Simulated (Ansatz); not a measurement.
# Ti on Al(110): hop by a lattice vector of the surface, part 2 of 2

How high is the barrier for the hop by a lattice vector of the surface? Relax the two ends, then run a nudged elastic band between them. The slab cell is 2×2, 4 layers thick, and the adsorbate is set down on it by hand.

Ansatz 0.2.0; DFT LDA, plane waves, PAW, scalar-relativistic, no spin polarisation. Earlier steps stand in the parts before.

### Step 6. What the band shows

The 5 inner images lie between the fixed ends 0 and 6. Energy is taken from image 0, and the path length is the program's own coordinate along the band.

| image | path (Å) | energy (eV) | Ti17 x y z (Å) | band force (eV/Å) |
| --- | --- | --- | --- | --- |
| 0 | 0.000 | 0.0000 | 2.02 4.96 5.94 | - |
| 1 | 0.496 | 0.0920 | 2.02 5.34 5.93 | 0.019 |
| 2* | 0.992 | 0.2116 | 2.02 5.76 5.94 | 0.022 |
| 3 | 1.656 | 0.0330 | 2.02 6.33 5.93 | 0.029 |
| 4 | 2.319 | 0.0526 | 2.02 6.84 5.99 | 0.022 |
| 5 | 2.980 | 0.0753 | 2.02 7.33 6.01 | 0.015 |
| 6 | 3.643 | 0.0000 | 2.02 7.82 5.94 | - |

The star marks the climbing image.

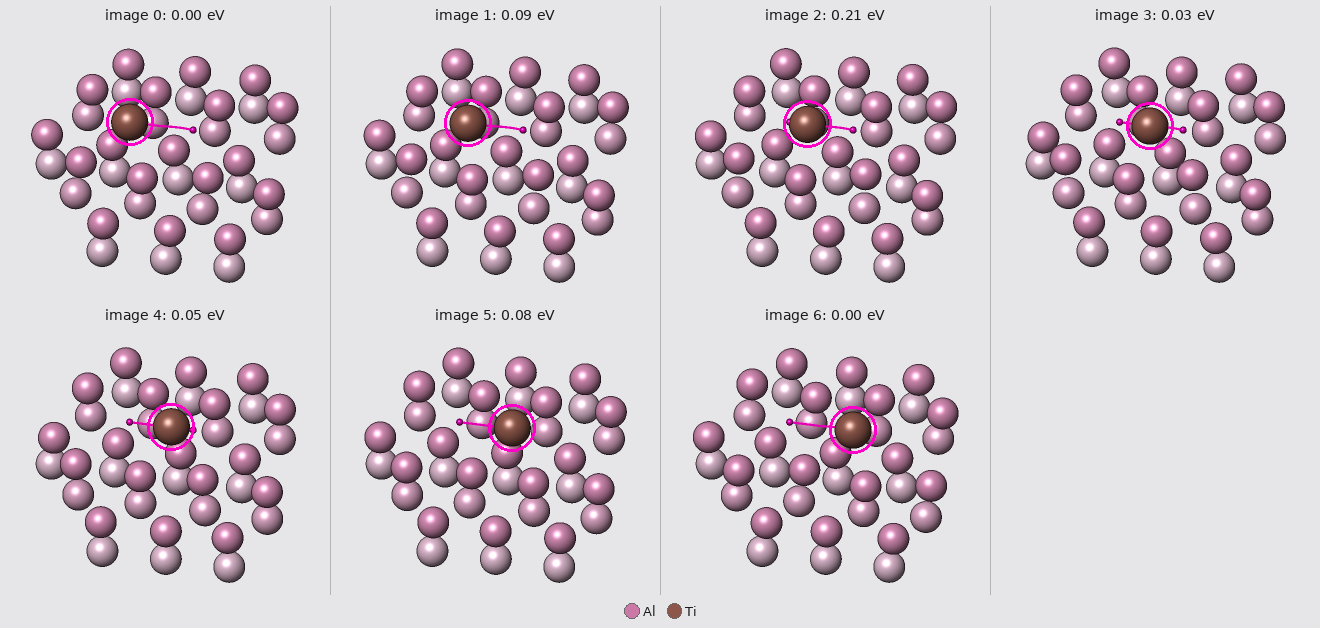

Snapshots along the band, viewed from above, slightly tilted. Ringed: Ti17. The magenta line is the track of the ringed atom over the whole band, with dots at its ends. Each atom of the cell is drawn once, at one copy chosen for all pictures, so bonds across the cell's faces may be missing, with copies of the slab's atoms added to fill out the patch; deeper layers are paler.

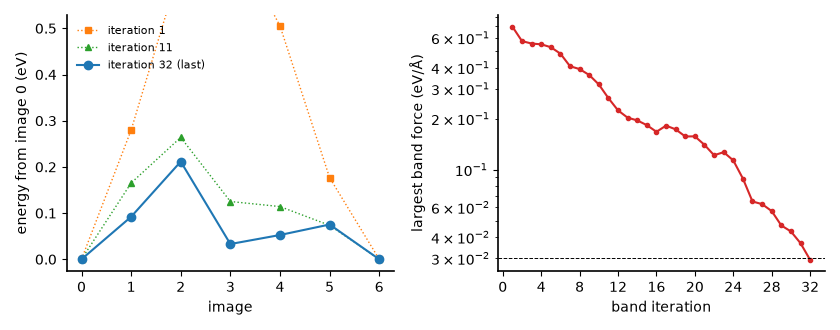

Left: energy of each image for early iterations and the last one (lines only join the points; early values far above the last band run off the scale). Right: the largest band force by iteration, with the threshold dashed.

The top of the band by iteration:

| iteration | highest image above image 0 (eV) | largest band force (eV/Å) |
| --- | --- | --- |
| 1 | 0.7085 | 0.698 |
| 4 | 0.5028 | 0.549 |
| 7 | 0.3155 | 0.408 |
| 10 | 0.2791 | 0.318 |
| 13 | 0.2474 | 0.203 |
| 16 | 0.2343 | 0.167 |
| 19 | 0.2218 | 0.157 |
| 22 | 0.2168 | 0.122 |
| 25 | 0.2139 | 0.089 |
| 28 | 0.2124 | 0.057 |
| 31 | 0.2117 | 0.037 |
| 32 | 0.2116 | 0.029 |

The band as a trajectory file:

```xyz
17
Lattice="8.100 0.000 0.000 0.000 5.728 0.000 0.000 0.000 16.296" Properties=species:S:1:pos:R:3 pbc="T T T" image=0 dE=0.0000
Al    2.025    1.432    1.000
Al    6.075    1.432    1.000
Al    2.025    4.296    1.000
Al    6.075    4.296    1.000
Al   -0.021   -0.011    2.182
Al    4.071   -0.010    2.182
Al    0.034    2.797    2.271
Al    4.016    2.798    2.271
Al    2.024    1.228    3.731
Al    6.075    1.618    3.752
Al    2.026    4.167    3.531
Al    6.074    4.330    3.656
Al   -0.171    0.097    4.900
Al    4.219    0.095    4.898
Al    0.180    3.016    5.054
Al    3.869    3.015    5.055
Ti    2.025    4.959    5.937
17
Lattice="8.100 0.000 0.000 0.000 5.728 0.000 0.000 0.000 16.296" Properties=species:S:1:pos:R:3 pbc="T T T" image=1 dE=0.0920
Al    2.025    1.432    1.000
Al    6.075    1.432    1.000
Al    2.025    4.296    1.000
Al    6.075    4.296    1.000
Al   -0.037    0.021    2.164
Al    4.086    0.021    2.164
Al    0.059    2.851    2.309
Al    3.989    2.852    2.310
Al    2.024    1.340    3.678
Al    6.074    1.616    3.700
Al    2.024    4.334    3.562
Al    6.074    4.283    3.672
Al   -0.220    0.107    4.865
Al    4.268    0.106    4.865
Al    0.293    3.018    5.110
Al    3.753    3.017    5.111
Ti    2.023    5.337    5.934
17
Lattice="8.100 0.000 0.000 0.000 5.728 0.000 0.000 0.000 16.296" Properties=species:S:1:pos:R:3 pbc="T T T" image=2 dE=0.2116
Al    2.025    1.432    1.000
Al    6.075    1.432    1.000
Al    2.025    4.296    1.000
Al    6.075    4.296    1.000
Al   -0.035    0.013    2.157
Al    4.085    0.013    2.157
Al    0.066    2.880    2.314
Al    3.982    2.880    2.315
Al    2.024    1.394    3.622
Al    6.074    1.565    3.676
Al    2.024    4.398    3.619
Al    6.074    4.215    3.678
Al   -0.237    0.031    4.852
Al    4.286    0.030    4.851
Al    0.311    2.896    5.119
Al    3.734    2.896    5.121
Ti    2.023    5.761    5.936
17
Lattice="8.100 0.000 0.000 0.000 5.728 0.000 0.000 0.000 16.296" Properties=species:S:1:pos:R:3 pbc="T T T" image=3 dE=0.0330
Al    2.025    1.432    1.000
Al    6.075    1.432    1.000
Al    2.025    4.296    1.000
Al    6.075    4.296    1.000
Al   -0.035    0.013    2.171
Al    4.084    0.013    2.171
Al    0.048    2.927    2.299
Al    4.001    2.927    2.300
Al    2.024    1.513    3.547
Al    6.074    1.466    3.664
Al    2.023    4.492    3.694
Al    6.074    4.145    3.723
Al   -0.208   -0.062    4.881
Al    4.255   -0.062    4.880
Al    0.262    2.757    5.098
Al    3.784    2.757    5.100
Ti    2.023    6.326    5.928
17
Lattice="8.100 0.000 0.000 0.000 5.728 0.000 0.000 0.000 16.296" Properties=species:S:1:pos:R:3 pbc="T T T" image=4 dE=0.0526
Al    2.025    1.432    1.000
Al    6.075    1.432    1.000
Al    2.025    4.296    1.000
Al    6.075    4.296    1.000
Al   -0.008    0.002    2.180
Al    4.057    0.002    2.180
Al    0.012    2.917    2.216
Al    4.037    2.916    2.216
Al    2.024    1.535    3.523
Al    6.073    1.433    3.654
Al    2.023    4.433    3.738
Al    6.073    4.220    3.764
Al   -0.077   -0.005    4.893
Al    4.122   -0.004    4.893
Al    0.094    2.792    4.968
Al    3.952    2.792    4.968
Ti    2.023    6.842    5.994
17
Lattice="8.100 0.000 0.000 0.000 5.728 0.000 0.000 0.000 16.296" Properties=species:S:1:pos:R:3 pbc="T T T" image=5 dE=0.0753
Al    2.025    1.432    1.000
Al    6.075    1.432    1.000
Al    2.025    4.296    1.000
Al    6.075    4.296    1.000
Al    0.006   -0.039    2.203
Al    4.043   -0.038    2.203
Al   -0.004    2.874    2.185
Al    4.053    2.874    2.185
Al    2.024    1.372    3.522
Al    6.073    1.421    3.654
Al    2.023    4.211    3.745
Al    6.073    4.332    3.766
Al    0.056    0.054    4.941
Al    3.989    0.054    4.941
Al   -0.039    2.844    4.902
Al    4.084    2.844    4.902
Ti    2.023    7.334    6.011
17
Lattice="8.100 0.000 0.000 0.000 5.728 0.000 0.000 0.000 16.296" Properties=species:S:1:pos:R:3 pbc="T T T" image=6 dE=0.0000
Al    2.025    1.432    1.000
Al    6.075    1.432    1.000
Al    2.025    4.296    1.000
Al    6.075    4.296    1.000
Al    0.034   -0.067    2.271
Al    4.016   -0.066    2.271
Al   -0.021    2.853    2.182
Al    4.071    2.854    2.182
Al    2.026    1.303    3.531
Al    6.074    1.466    3.656
Al    2.024    4.092    3.731
Al    6.075    4.482    3.752
Al    0.180    0.153    5.054
Al    3.869    0.151    5.055
Al   -0.171    2.960    4.900
Al    4.219    2.959    4.898
Ti    2.025    7.822    5.937
```

### Step 7. The band again, with other settings

crystal.atoms is end A as relaxed above, and neb.final_atoms is the same geometry shifted by the lattice vector, with the slab's atoms relabelled. With 3 inner images the band has 5 in all.

Input file input.yaml:

```yaml
crystal:
  lattice:
    - [8.1, 0.0, 0.0]
    - [0.0, 5.727565, 0.0]
    - [0.0, 0.0, 16.295674]
  atoms:
    - { symbol: Al, position: [0.25, 0.25, 0.061366] }
    - { symbol: Al, position: [0.75, 0.25, 0.061366] }
    - { symbol: Al, position: [0.25, 0.75, 0.061366] }
    - { symbol: Al, position: [0.75, 0.75, 0.061366] }
    - { symbol: Al, position: [-0.002597, -0.00190788, 0.13387496] }
    - { symbol: Al, position: [0.50256088, -0.00171382, 0.1338719] }
    - { symbol: Al, position: [0.00422254, 0.48829423, 0.13937935] }
    - { symbol: Al, position: [0.49579551, 0.48845966, 0.13936416] }
    - { symbol: Al, position: [0.24988862, 0.21440072, 0.22895853] }
    - { symbol: Al, position: [0.74996879, 0.28251858, 0.23021718] }
    - { symbol: Al, position: [0.250065, 0.72756085, 0.21665429] }
    - { symbol: Al, position: [0.74992202, 0.75595399, 0.22434559] }
    - { symbol: Al, position: [-0.02105256, 0.01687449, 0.30067085] }
    - { symbol: Al, position: [0.5208282, 0.01667156, 0.30059852] }
    - { symbol: Al, position: [0.02220061, 0.52663608, 0.31015884] }
    - { symbol: Al, position: [0.47762829, 0.52635969, 0.31018673] }
    - { symbol: Ti, position: [0.24993859, 0.86574673, 0.36433803] }
basis:
  ecutwfc: 420.0
kpoints:
  mp_grid: { grid: [2, 3, 1] }
hamiltonian:
  xc: lda
scf:
  occupations: { method: gaussian, width: 0.1 }
  lower_state_search: "off"
  max_iter: 83
neb:
  images: 3
  f_tol: 0.4
  max_iterations: 50
  order_check: false
  constraints: [{ sites: [0, 1, 2, 3] }]
  final_atoms:
    - { symbol: Al, position: [0.25, 0.25, 0.061366] }
    - { symbol: Al, position: [0.75, 0.25, 0.061366] }
    - { symbol: Al, position: [0.25, 0.75, 0.061366] }
    - { symbol: Al, position: [0.75, 0.75, 0.061366] }
    - { symbol: Al, position: [0.00422254, -0.01170578, 0.13937935] }
    - { symbol: Al, position: [0.49579551, -0.01154035, 0.13936416] }
    - { symbol: Al, position: [-0.002597, 0.49809211, 0.13387496] }
    - { symbol: Al, position: [0.50256088, 0.49828617, 0.1338719] }
    - { symbol: Al, position: [0.250065, 0.22756084, 0.21665429] }
    - { symbol: Al, position: [0.74992202, 0.25595398, 0.22434559] }
    - { symbol: Al, position: [0.24988862, 0.71440071, 0.22895853] }
    - { symbol: Al, position: [0.74996879, 0.78251857, 0.23021718] }
    - { symbol: Al, position: [0.02220061, 0.02663607, 0.31015884] }
    - { symbol: Al, position: [0.47762829, 0.02635968, 0.31018673] }
    - { symbol: Al, position: [-0.02105256, 0.51687448, 0.30067085] }
    - { symbol: Al, position: [0.5208282, 0.51667155, 0.30059852] }
    - { symbol: Ti, position: [0.24993859, 1.36574672, 0.36433803] }
```

Run with:

```console
ansatz run input.yaml --threads 1 --pin off --max-ram 3072MiB --backend cpu --events-out ev --progress --plain --runs-dir out
```

Log, cut to the lines that bear on the results:

```text
Warning: neb: disabling space-group detection — the band's intermediate images generally break the endpoint symmetry, so no spatial operation reduces the k-mesh or symmetrises the density, except that a semilocal band can use its path's symmetry ahead of convergence; time reversal is [...]
Warning: RAYON_NUM_THREADS=1 ignored (pool sized by the plan → 1); use --threads N
[...]
Pseudopotentials: kind: paw
Pseudopotential: Al, paw, valence charge 3, recommended cutoff 420 eV (normal), Al.paw.azcp
Pseudopotential: Ti, paw, valence charge 12, recommended cutoff 420 eV (normal), Ti.paw.azcp
Functional definition: SPW92
[...]
NEB image 0
Crystal: 17 atoms, lattice volume = 756.010 Å³
Basis set: ecut = 420 eV, 14851 PW (Γ)
Bands: 47, of which v1, the nominal top of the filled ones, is band 30 counted from 1 (29 counted from 0)
Symmetry: 1 space group operations
k-points: 4 of 6 (time reversal used)
[...]
SCF iter   1: F=—  HF=-10649.094829 eV  |F-HF|=—  |Δ(HF+E_count)|=         —  Δρ=5.41e-3  dr2=1.00e0  ethr=1.77e-3  ⟨swp⟩=9.8  Hψ=1135  notcnv=0
[...]
    - { symbol: Al, position: [-0.0020358672056692345, 0.0034823662706967634, 0.13051327937898188] }
    - { symbol: Al, position: [0.5020373689521375, 0.003485719432595478, 0.1305265606234939] }
    - { symbol: Al, position: [0.008712947691180072, 0.5047080494120562, 0.141171436190861] }
    - { symbol: Al, position: [0.49125254062370965, 0.5047247391110857, 0.1411868634103368] }
    - { symbol: Al, position: [0.24999372471168935, 0.24862805197755988, 0.22398400987492803] }
    - { symbol: Al, position: [0.7499652568243732, 0.2789451398578863, 0.22613489722370533] }
    - { symbol: Al, position: [0.24998121884002752, 0.7736855678881178, 0.2230503950076782] }
    - { symbol: Al, position: [0.7500191556602186, 0.7400253106317666, 0.22666582719715178] }
    - { symbol: Al, position: [-0.024954033112371172, 0.012648450632176277, 0.29664658099024055] }
    - { symbol: Al, position: [0.5249551042203624, 0.012591552448650999, 0.29665975361931] }
    - { symbol: Al, position: [0.03296628654038784, 0.5115461357359454, 0.31212964319435893] }
    - { symbol: Al, position: [0.4669649367152645, 0.5115089953284465, 0.3121433732376927] }
    - { symbol: Ti, position: [0.2500026269519035, 1.0003367861703623, 0.36631463637350803] }
```

Wall time 86 s (1 thread of AMD EPYC 9R14 (Zen 4), shared host); peak memory 0.85 GiB.

### Step 8. The band, image by image

The 3 inner images lie between the fixed ends 0 and 4. Energy is taken from image 0, and the path length is the program's own coordinate along the band.

| image | path (Å) | energy (eV) | Ti17 x y z (Å) | band force (eV/Å) |
| --- | --- | --- | --- | --- |
| 0 | 0.000 | 0.0000 | 2.02 4.96 5.94 | - |
| 1* | 0.899 | 0.2288 | 2.03 5.73 5.97 | 0.121 |
| 2 | 1.799 | 0.0485 | 2.02 6.49 5.96 | 0.358 |
| 3 | 2.700 | 0.0917 | 2.02 7.15 6.01 | 0.123 |
| 4 | 3.601 | 0.0000 | 2.02 7.82 5.94 | - |

The star marks the climbing image.

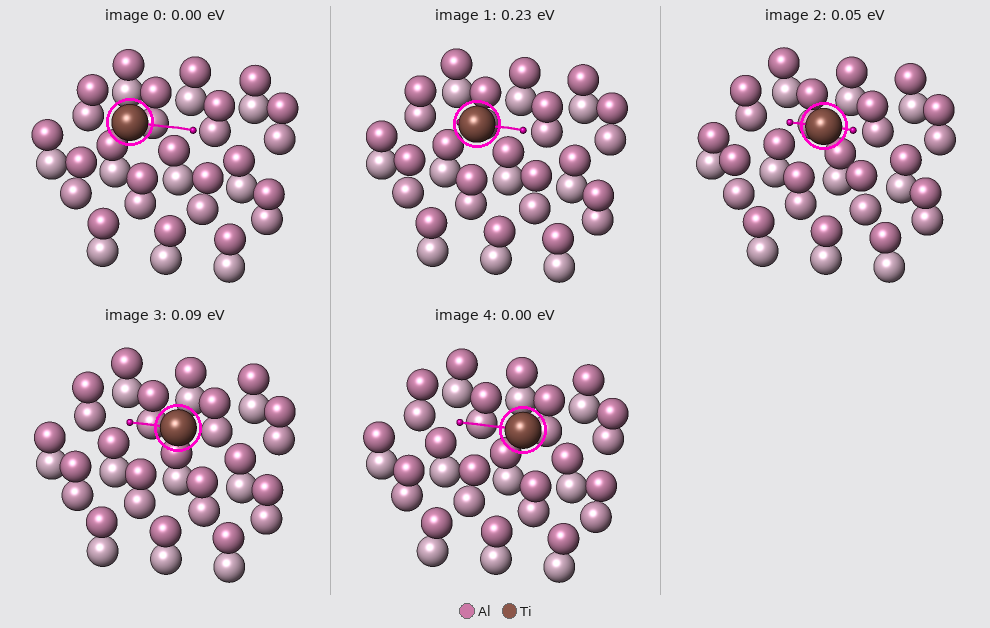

Snapshots along the band, viewed from above, slightly tilted. Ringed: Ti17. The magenta line is the track of the ringed atom over the whole band, with dots at its ends. Each atom of the cell is drawn once, at one copy chosen for all pictures, so bonds across the cell's faces may be missing, with copies of the slab's atoms added to fill out the patch; deeper layers are paler.

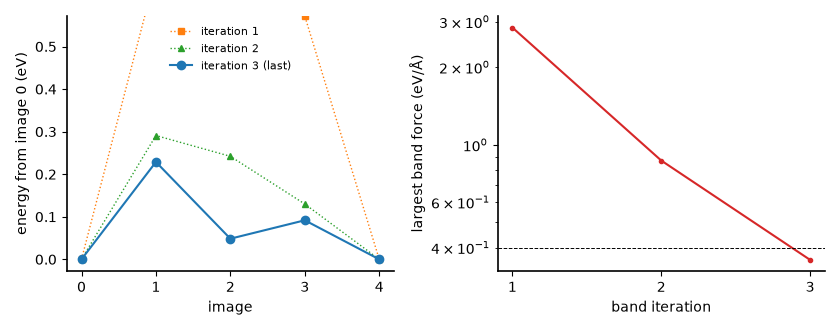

Left: energy of each image for early iterations and the last one (lines only join the points; early values far above the last band run off the scale). Right: the largest band force by iteration, with the threshold dashed.

### Step 9. Results

The summary covers parts 1 to 2.

```
                                quantity                                                     value
                                   end A                                  12 moves, 3.929 eV lower
            first band: barrier forwards                                                   0.21 eV
           first band: barrier backwards                                                   0.21 eV
first band: second end relative to first                                                  0.000 eV
               first band: highest image                                     2 of 0 to 6, climbing
             first band: band iterations                                                        32
first band: lowest curvatures at the top                                      -1.29 and 0.28 eV/Å²
                             second band  top 0.229 eV above image 0, 3 iterations, 3 inner images
             time, first and second band                                           17 min and 86 s
```

In words: In the first band: along this path the system climbs 0.21 eV from the first end (8 kT at 300 K). Both ends agree in energy to 1 meV. Image 3 sits in a dip between two rises: the path passes through another minimum, and each half would need a band of its own. One curvature at the top is negative and the next is not: a first-order saddle point. The second band's top lies 17 meV above the first's. As for the second band: the force threshold is loose, so the band stops early. A cell of 17 atoms lets the moving atom feel its images, and convergence in size and mesh was not shown.
